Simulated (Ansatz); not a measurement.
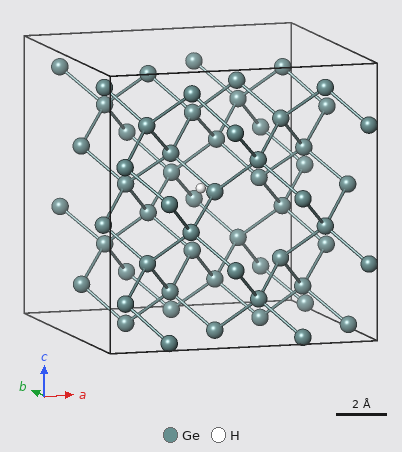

A defect cell of composition Ge$_{63}$H (cell charge +1), before the relaxation. Style: ball-and-stick. Shown: the cell of the calculation (origin shifted), slightly off an axis.

The calculation used DFT, PBEsol, PAW, plane waves (Ansatz 0.2.0).

Settings: plane-wave cutoff 420 eV; k-point mesh 1 × 1 × 1; mesh shifted by (0.25, 0.25, 0.25); no spin polarisation; atoms relaxed in a fixed cell; force threshold 0.03 eV/Å; at most 80 steps.

```xyz
64
Lattice="11.3512 0.0000 0.0000 0.0000 11.3512 0.0000 0.0000 0.0000 11.3512" Properties=species:S:1:pos:R:3 pbc="T T T"
Ge   11.3350    0.0017    0.0062
Ge   11.3479   11.3493    5.6420
Ge    0.0423    5.6535   11.3376
Ge    0.0093    5.6802    5.7053
Ge    5.6822   11.3499   11.3261
Ge    5.6825   11.3329    5.6927
Ge    5.6748    5.6879    0.0170
Ge    1.4316    1.4149    1.4166
Ge    1.4391    1.4021    7.1044
Ge    1.4100    7.0933    1.4145
Ge    1.4089    7.1020    7.1181
Ge    7.1088    1.4157    1.4031
Ge    7.1080    1.3954    7.0750
Ge    7.1270    7.1238    1.3837
Ge    7.0749    7.0867    7.1160
Ge    2.8493    2.8056    0.0085
Ge    2.8238    2.8502    5.6869
Ge    2.8290    8.5428   11.3504
Ge    2.8347    8.5457    5.6665
Ge    8.5171    2.8280    0.0023
Ge    8.5251    2.8495    5.6800
Ge    8.5363    8.5144    0.0187
Ge    8.5242    8.5244    5.6879
Ge    4.2900    4.2829    1.4118
Ge    4.2759    4.2295    7.0844
Ge    4.2590    9.9270    1.4385
Ge    4.2634    9.9093    7.0495
Ge    9.9590    4.2542    1.3839
Ge    9.9284    4.2574    7.1280
Ge    9.9577    9.9374    1.4255
Ge    9.9453    9.9741    7.0882
Ge    2.8130   11.3409    2.8427
Ge    2.8392    0.0086    8.5478
Ge    2.8410    5.6806    2.8502
Ge    2.8591    5.6481    8.5157
Ge    8.5139   11.3484    2.8071
Ge    8.5113   11.3413    8.4918
Ge    8.4772    5.6819    2.8164
Ge    8.5227    5.6733    8.4964
Ge    4.2653    1.4225    4.2591
Ge    4.2498    1.4447    9.8819
Ge    4.2458    7.1210    4.2674
Ge    4.2617    7.1292    9.9050
Ge    9.9326    1.4356    4.2677
Ge    9.9162    1.4164    9.9534
Ge    9.9348    7.1049    4.2478
Ge    9.9575    7.0859    9.9008
Ge    0.0285    2.8233    2.8917
Ge    0.0115    2.8254    8.4728
Ge   11.3499    8.5292    2.8686
Ge   11.3223    8.4880    8.5348
Ge    5.6961    2.8522    2.8333
Ge    5.6720    2.8410    8.5238
Ge    5.6770    8.5746    2.8159
Ge    5.7342    8.5358    8.5376
Ge    1.4235    4.2570    4.2699
Ge    1.3972    4.2774    9.9145
Ge    1.4265    9.9133    4.2542
Ge    1.4341    9.9492    9.9445
Ge    7.0701    4.2483    4.2437
Ge    7.0939    4.2862    9.9491
Ge    7.1048    9.9457    4.2453
Ge    7.1077    9.9712    9.9203
H     4.5301    6.8767    6.8258
```

Q: What does the optimiser find from here?

A: H64 moves most: 1.89 Å along [3 −1 −1]. Largest moves by element: H 1.89 Å, Ge 0.22 Å. The lattice vectors keep their values. Among the contacts that change: Ge15–H64 2.570 → 1.572 Å, Ge26–Ge54 2.395 → 2.508 Å, Ge41–Ge53 2.412 → 2.508 Å, Ge3–Ge57 2.399 → 2.491 Å. New bonds form, among them: Ge15–H64 (2.57 → 1.57 Å). Among the angles between lasting bonds that change: Ge10–Ge34–Ge42 109.3° → 114.0°, Ge21–Ge60–Ge38 109.2° → 104.6°, Ge17–Ge25–Ge53 110.9° → 106.5°. Over 11 geometry steps the energy falls by 2.717 eV per cell of the calculation. The largest force component goes from 1.2 to 0.017 eV/Å.

After the run, drawn alike:

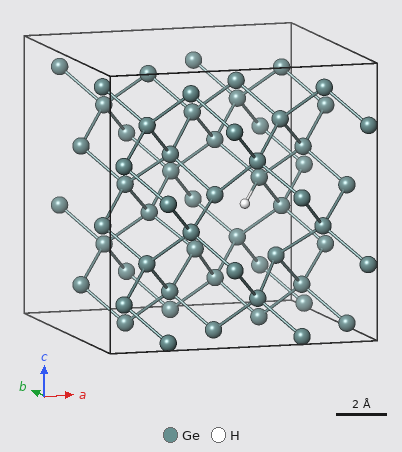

Limits of the set-up: the cell is charged, on a uniform background, and energies carry no finite-size correction.
